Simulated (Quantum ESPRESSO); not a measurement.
# Dielectric function and optical constants of CaO (Lime), part 3 of 3

Wanted: where CaO (Lime) starts to absorb, how strongly, and its refractive index.

Quantum ESPRESSO 7.5; DFT, PBE, plane waves with norm-conserving potentials (PseudoDojo), scalar-relativistic, independent-particle optical response without local fields and without the non-local commutator.

So far. Step 2 (Ground state): There is a gap, 3.66 eV on this mesh (points off the mesh can give less), so no carriers' term is needed.

**5. Dielectric function**

The spectrum is a sum over vertical transitions between filled and empty bands at the fixed density, so many empty bands are needed.

This step: DFT, PBE, plane waves with norm-conserving potentials (PseudoDojo), scalar-relativistic, independent-particle optical response without local fields and without the non-local commutator (Quantum ESPRESSO 7.5).

File epsilon.in:

```
&inputpp
  prefix = 'x'
  outdir = './tmp'
  calculation = 'eps'
/
&energy_grid
  smeartype = 'gauss'
  intersmear = 0.3
  wmin = 0.0
  wmax = 22
  nw = 500
/
```

Started as:

```console
$ mpirun -n 4 epsilon.x -nk 4 -in epsilon.in
```

Log:

```text
[banner, memory and clock lines left out]

     Broadcasting variables...

     IMPORTANT: XC functional enforced from input :
     Exchange-correlation= PBE
                           (   1   4   3   4   0   0   0)
     Any further DFT definition will be discarded

     G-vector sticks info

     Fermi energy [eV] is:  7.74502
     The system is a dielectric...
     metallic system: redefining wmin =     0.000000

     Performing eps calculation...

     xx,yy,zz plasmon frequences [eV] are:    16.896756382   16.896755800   16.896755070
```

Wall time 1.7 s (4 MPI ranks of Arm Neoverse V2, shared host); peak memory 0.05 GiB.

This step gave:

```
electronic dielectric constant ε∞, mean over x, y and z (by symmetry where fewer were run) : 4.830
main peak of Im epsilon, first axis                                                        : 9.487 eV
centre of weight of the strongest loss peak in the window                                  : 12.59 eV
```

Some rows of epsi_x.dat:

```text
# energy grid [eV]     epsi_x  epsi_y  epsi_z
#
    0.176352705    0.002979383    0.002979383    0.002979382
    1.234468938    0.022452736    0.022452733    0.022452728
    2.292585170    0.051593816    0.051593810    0.051593801
    3.350701403    0.125220000    0.125219991    0.125219977
    4.408817635    1.155628542    1.155628529    1.155628511
    5.466933868    2.713263744    2.713263728    2.713263705
    6.525050100    4.001004502    4.001004484    4.001004454
    7.583166333    5.159235188    5.159235164    5.159235130
    8.641282565    7.741726349    7.741726324    7.741726281
    9.699398798    9.361992080    9.361992045    9.361991997
   10.757515030    3.261569917    3.261569880    3.261569822
   11.815631263    0.807130452    0.807130407    0.807130339
   12.873747495    0.656221482    0.656221428    0.656221348
   13.931863727    0.576459462    0.576459397    0.576459302
   14.989979960    1.769272515    1.769272438    1.769272326
   16.048096192    1.197024250    1.197024156    1.197024022
   17.106212425    1.008942497    1.008942380    1.008942219
   18.164328657    0.814237665    0.814237517    0.814237320
   19.222444890    0.701274713    0.701274521    0.701274278
   20.280561122    0.695690755    0.695690498    0.695690190
   21.338677355    0.857342308    0.857341946    0.857341547
```

The Im ε, any direction has structure finer than the step of the table below, so its rows give means over 2 eV, whole bins alone (the curve runs from 0 to 22 eV). Peaks (eV: height): 9.5: 10.5, 15.1: 1.84.

Values under the direct gap are tails of Lorentzian lines. The Im ε, any direction by photon energy; means over each step:

```csv
photon energy (eV),"Im ε, any direction"
2,0.0453
4,0.716
6,3.40
8,6.19
10,6.43
12,0.917
14,0.795
16,1.33
18,0.974
20,0.810
```

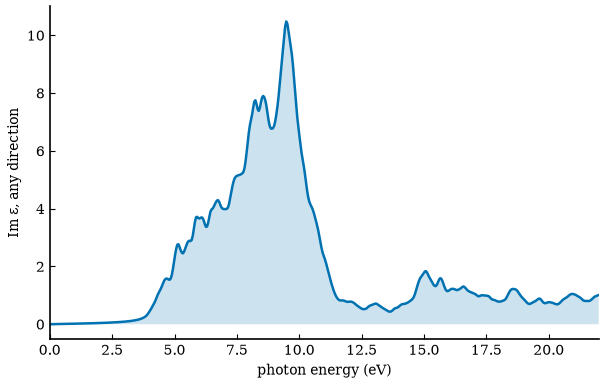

Im ε, any direction against photon energy.

Re ε, any direction against photon energy:

```csv
photon energy (eV),"Re ε, any direction"
0,4.83
2,5.08
4,6.53
6,6.24
8,6.12
10,-3.23
12,-0.593
14,1.27
16,1.06
18,1.30
20,1.60
22,2.23
```

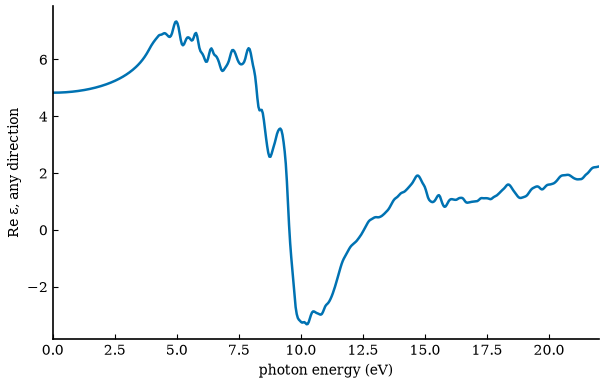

Re ε, any direction against photon energy.

The refractive index n and extinction k by photon energy:

```csv
photon energy (eV),n,k
0,2.20,0
2,2.25,0.00925
4,2.56,0.0871
6,2.59,0.705
8,2.76,1.22
10,1.43,2.30
12,0.439,0.887
14,1.16,0.267
16,1.15,0.508
18,1.19,0.330
20,1.30,0.294
22,1.53,0.330
```

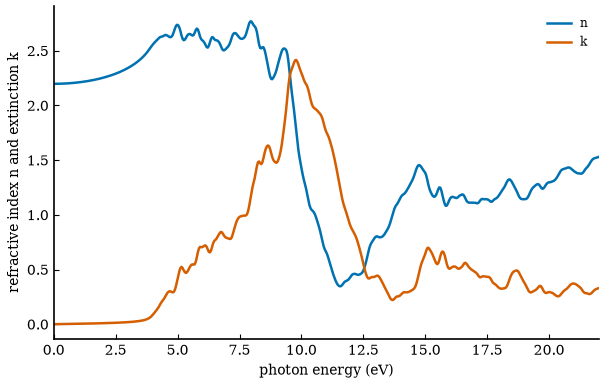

Refractive index n and extinction k against photon energy.

Table of reflectivity at normal incidence, any direction by photon energy; read off at these points:

```csv
photon energy (eV),"reflectivity at normal incidence, any direction (%)"
0.0,14.0
1.0,14.2
2.0,14.8
3.0,16.1
4.0,19.2
5.0,22.5
6.0,22.7
7.0,22.6
8.0,29.4
9.0,29.8
10.0,48.9
11.0,55.0
11.4,61.2
12.0,38.5
13.0,6.78
14.0,2.03
15.0,9.23
15.1,9.98
16.0,5.76
17.0,5.16
18.0,2.94
19.0,3.48
20.0,3.25
21.0,5.05
22.0,5.98
```

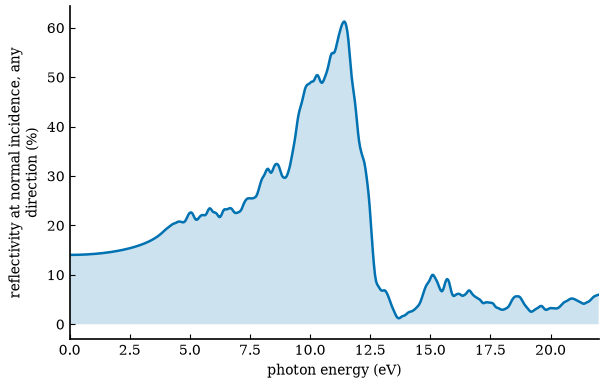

Reflectivity at normal incidence, any direction, plotted against photon energy.

The loss function −Im 1/ε at q → 0, any direction has structure finer than the step of the table below, so its rows give means over 1 eV, whole bins alone (the curve runs from 0 to 22 eV). Peaks (eV: height): 12.6: 1.90, 15.8: 0.554.

Values under the direct gap are tails of Lorentzian lines. The loss function −Im 1/ε at q → 0, any direction by energy loss; means over each step:

```csv
energy loss (eV),"loss function −Im 1/ε at q → 0, any direction"
1,7.5e-4
2,0.00163
3,0.00306
4,0.0123
5,0.0405
6,0.0650
7,0.0793
8,0.0880
9,0.110
10,0.124
11,0.189
12,0.853
13,1.17
14,0.347
15,0.345
16,0.468
17,0.477
18,0.358
19,0.361
20,0.243
21,0.214
```

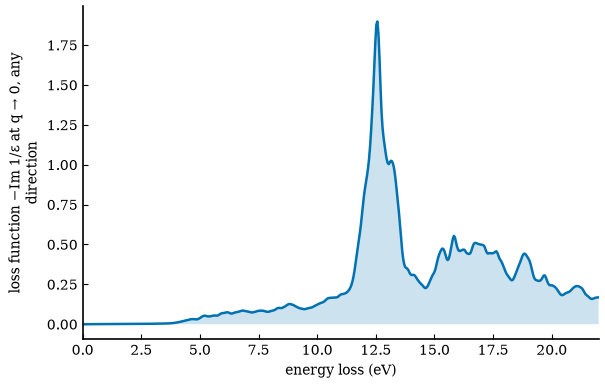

Loss function −Im 1/ε at q → 0, any direction, plotted against energy loss.

Optical constants at common wavelengths, from n + ik = √ε:

```csv
wavelength (nm),n,k,R (%),1/α
1550,2.21,0.003,14.2,39 µm
1064,2.22,0.005,14.3,18 µm
450,2.31,0.016,15.7,2.3 µm
405,2.35,0.020,16.3,1.6 µm
365,2.40,0.027,17.0,1.1 µm
308,2.56,0.094,19.3,261 nm
193,2.62,0.731,23.2,21 nm
```

Below the direct gap, k and the depth come from the tails of the Lorentzian lines, not from transitions.

Rows near the edge hang on the gap, which this functional as a rule makes too small, and phonon-assisted absorption is left out.

**6. Results**

* electronic dielectric constant ε∞, mean over x, y and z (by symmetry where fewer were run) (independent particles): 4.83
* main peak of Im epsilon, first axis: 9.49 eV
* centre of weight of the strongest loss peak in the window, first axis: 12.6 eV

In words: At this level (PBE, independent particles) CaO has ε∞ = 4.83 and n = 2.21 at 1550 nm, and Im ε peaks at 9.5 eV. Distinct maxima of Im ε, read by a parabola through the highest points, lie at 8.56 eV (7.9), 9.49 eV (10), 15.06 eV (1.8) and 18.57 eV (1.2). Excitons and phonon-assisted transitions are missing, and so are local fields; PBE gaps are as a rule too small, which pulls the onset down and ε∞ up. epsilon.x leaves out the commutator of the non-local potential, so its intensities are off, as a rule too high. The sum runs over mesh points, so small or evenly spaced maxima can still be ripples of the mesh.

[Machine, clock, banner and «Message from routine» lines are left out of the logs.]

[Logs are printed without paths, hosts, clocks, repeated set-up lines and the standing remarks that a program may print on its own settings, such as how far it seeks lower states.]

[Hosts, paths, dates, database ids (printed as entryN), source tags and the programs' standing remarks are cut or masked in the printed files.]
